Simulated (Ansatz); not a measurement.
A series of calculations on Ge

**1. Relaxation**

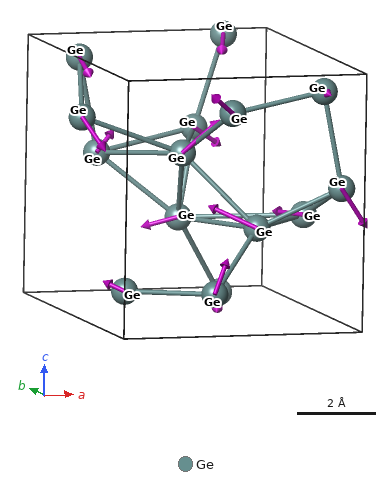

This is a relaxation of an amorphous cell of composition Ge (coarse preliminary run). The starting structure is drawn; purple arrows show the displacements (the part carried along by the change of the cell is left out), at their true length.

A ball-and-stick model of the cell of the calculation, seen slightly off an axis.

Case: the last frame of the dynamics.

Theory: DFT PBE, scalar-relativistic, plane waves, PAW in Ansatz. Set-up: plane-wave cutoff 420 eV; k-point mesh 2 × 2 × 2; occupations gaussian; smearing width 0.1 eV; mesh shifted by (0.5, 0.5, 0.5); no spin polarisation; cell and atoms relaxed; force threshold 0.04 eV/Å; at most 70 steps.

Q: What did the optimiser do to the structure, and how much energy did it gain?

A: Over 23 accepted moves (24 points after the start) the energy falls by 241 meV per atom. The largest force component goes from 0.97 to 0.035 eV/Å. The pressure goes from 1.05 to −0.02 GPa. At 1 point the geometry stayed and the basis and grid were re-selected for the new cell (energy shift of 0.1 meV per atom at most each time). A Ge atom moves most relative to the cell: 1.51 Å along [−3 3 1]. The drawn cell changes as follows: a 6.680 → 5.645 Å (−15.5 %), b 7.035 → 7.413 Å (+5.4 %), c 6.879 → 7.108 Å (+3.3 %), α 92.8° → 90.0°, β 92.5° → 104.0°, γ 89.6° → 88.0°; the volume changes by −10.6 %. Some distances before and after: Ge–Ge 4.532 → 2.703 Å, Ge–Ge 2.802 → 4.465 Å, Ge–Ge 2.739 → 4.330 Å, Ge–Ge 4.131 → 2.566 Å. New bonds form: Ge–Ge (3.48 → 2.61 Å), Ge–Ge (4.01 → 2.89 Å), Ge–Ge (4.13 → 2.57 Å). Among the angles between lasting bonds that change: Ge–Ge–Ge 143.5° → 76.9°, Ge–Ge–Ge 134.0° → 72.0°, Ge–Ge–Ge 96.0° → 151.3°.

Limits of the set-up: the k-point mesh is coarse for a cell with partly filled bands; the periodic images lie only 6.7 Å apart, so the values are limited by the cell's size.

**2. Dynamics**

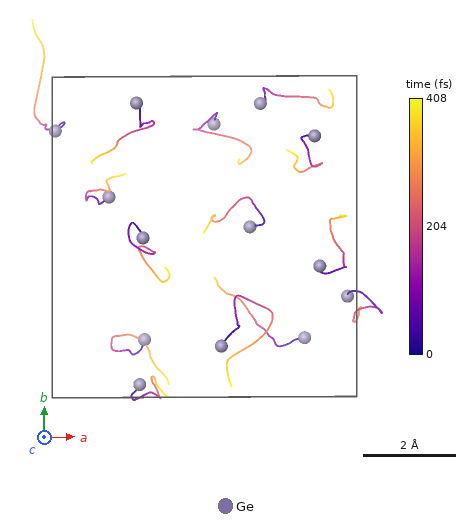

First-principles dynamics of an amorphous cell of composition Ge (14 atoms in the cell), 408 fs long. Lines trace each atom's path, coloured by time; spheres stand at the starting positions. Seen along the c axis in the simulation cell.

The calculation used Ansatz 0.2.0, DFT PBE, scalar-relativistic, plane waves, PAW. Run with plane-wave cutoff 420 eV; k-point mesh 1 × 1 × 1; Fermi-Dirac smearing 0.259 eV; volume 0.96 times that of the relaxed crystal; set temperature 3000 K; time step 3 fs.

### What do the traces tell about the motion?

Root-mean-square distances from the starting positions over the second half, with the common drift of all atoms taken out: Ge 1.21 Å. That is a large part of the typical shortest distance between atoms in the first frame, about 2.5 Å and still growing: the atoms leave their places as in a liquid. The mean temperature in the second half is 3053 K (standard deviation 392 K). The potential energy is still drifting at the end, so the run hasn't reached equilibrium. The potential energy in the second half lies on average 63.2 meV per atom below the first frame. The first frame is far from relaxed (forces up to 5.0 eV/Å), so much of the motion is the structure settling. The mean pressure there is 4.4 GPa.

Limits of the set-up: the periodic images lie only 6.7 Å apart, so the values are limited by the cell's size.

The run took 9 min on 2 threads of Intel(R) Xeon(R) Processor @ 2.50GHz (Skylake/Cascade Lake), with other jobs on the host, peak memory 0.56 GiB.

**3. Dynamics**

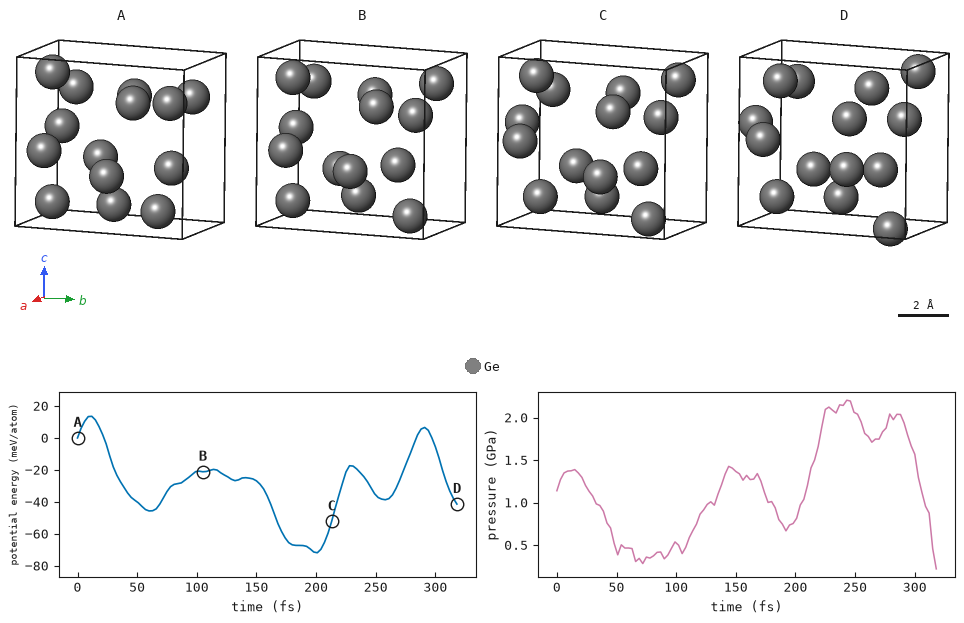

A Born-Oppenheimer molecular dynamics run of an amorphous cell of composition Ge (14 atoms in the cell), 318 fs long. It starts from the last geometry of an earlier run, with fresh velocities. Frames (A at 0 fs, B at 105 fs, C at 213 fs, D at 318 fs) and the history of the run. The picture is a spheres-only view of the simulation cell, seen slightly off an axis.

Level of theory: DFT PBE, scalar-relativistic, plane waves, PAW (Ansatz 0.2.0). Settings: plane-wave cutoff 420 eV; k-point mesh 1 × 1 × 1; Fermi-Dirac smearing 0.103 eV; volume 0.96 times that of the relaxed crystal; set temperature 1200 K; time step 3 fs.

The input:
```yaml
crystal:
  lattice:
    - [6.678448, 0.021625, -0.150305]
    - [0.021625, 7.032622, -0.169154]
    - [-0.150305, -0.169154, 6.875297]
  atoms:
    - { symbol: Ge, position: [0.1781168744, 0.8476163211, 0.7476258584] }
    - { symbol: Ge, position: [0.5146957691, 0.235553047, 0.7935693069] }
    - { symbol: Ge, position: [0.7732648192, 0.8613477659, 0.7699139544] }
    - { symbol: Ge, position: [0.9319217878, 0.1516266499, 0.4514885984] }
    - { symbol: Ge, position: [0.3534593038, 0.0599581872, 0.0853409347] }
    - { symbol: Ge, position: [0.9148170851, 0.1930919643, 0.9182923138] }
    - { symbol: Ge, position: [0.1151792092, 0.4846297807, 0.7198213045] }
    - { symbol: Ge, position: [0.9393651739, 0.528732574, 0.3299417167] }
    - { symbol: Ge, position: [0.5377425767, 0.5819101351, 0.7267280001] }
    - { symbol: Ge, position: [0.1533618307, 0.3779942181, 0.0737732622] }
    - { symbol: Ge, position: [0.2780086847, 0.0944605056, 0.5289920512] }
    - { symbol: Ge, position: [0.5282629507, 0.813453323, 0.3589512359] }
    - { symbol: Ge, position: [0.5388570301, 0.3918719423, 0.3943520461] }
    - { symbol: Ge, position: [0.8634665059, 0.8192412695, 0.1366197272] }
  symmetry: { detect: false }
basis:
  ecutwfc: 420
  xc_grid: 1
kpoints:
  mp_grid: { grid: [1, 1, 1], shift: [0.25, 0.25, 0.25] }
hamiltonian:
  xc: pbe
scf:
  occupations: { method: fermi_dirac, width: 0.1034 }
  lower_state_search: "off"
  convergence: { dr2_threshold: 1.0e-05 }
output:
  forces: true
  stress: true
md:
  timestep: 3.0
  n_steps: 106
  ensemble: nvt_langevin
  friction: 0.015
  temperature: 1200.0
  initial_velocities: maxwell_boltzmann
  seed: 6092
```

Run as
```bash
ansatz run input.yaml --threads 2 --pin off --max-ram 5120MiB --backend cpu --events-out ev --progress --plain --runs-dir out
```

**What do the frames and curves show?**

Root-mean-square distances from the starting positions over the second half, with the common drift of all atoms taken out: Ge 0.67 Å. Against the typical shortest distance between atoms in the first frame, about 2.5 Å these are large excursions, but over 318 fs one can't yet tell strong vibration from the start of diffusion. The mean temperature in the second half is 1068 K (standard deviation 209 K). The potential energy is still drifting at the end, so the run hasn't reached equilibrium. The potential energy in the second half lies on average 35.9 meV per atom below the first frame. The mean pressure there is 1.5 GPa.

Limits of the set-up: the periodic images lie only 6.7 Å apart, so the values are limited by the cell's size.
